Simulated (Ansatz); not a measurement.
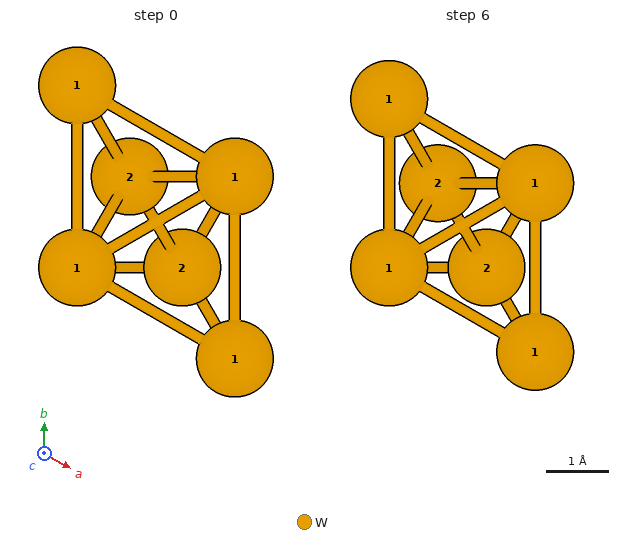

The structure of solid W (built on the samarium (9R)_166 type) (coarse preliminary run) before (left) and after (right) a relaxation, at one scale.

A ball-and-stick model of the conventional cell (3 times the calculation's cell), seen along the c axis. Lengths and directions refer to the drawn axes.

Case: samarium (9R) type (R-3m, No. 166).

These are results of Ansatz 0.2.0, DFT r2SCAN, scalar-relativistic, plane waves, PAW, not measurements. Settings: plane-wave cutoff 500 eV; k-point mesh 6 × 6 × 6; occupations gaussian; smearing width 0.1 eV; no spin polarisation; cell and atoms relaxed; force threshold 0.04 eV/Å; at most 70 steps.

Q: What changed between the two?

A: The energy falls by 327 meV per atom in 5 accepted moves (6 points after the start). Largest force component: 0.15 eV/Å at the start, 0.0064 eV/Å at the end. Pressure: −29.87 GPa at the start and −0.03 GPa at the end. At 1 point the geometry stayed and the basis and grid were re-selected for the new cell (energy shift of 0.9 meV per atom at most each time). The atoms keep their places relative to the cell (all moves are under 0.005 Å). Cell: a = b 2.983 → 2.762 Å (−7.4 %), c 21.623 → 22.273 Å (+3.0 %). Volume −11.6 %. Near-neighbour distances that change, for instance: W–W 2.983 → 2.762 Å, W–W 2.956 → 2.942 Å. The space group stays R-3m (No. 166).
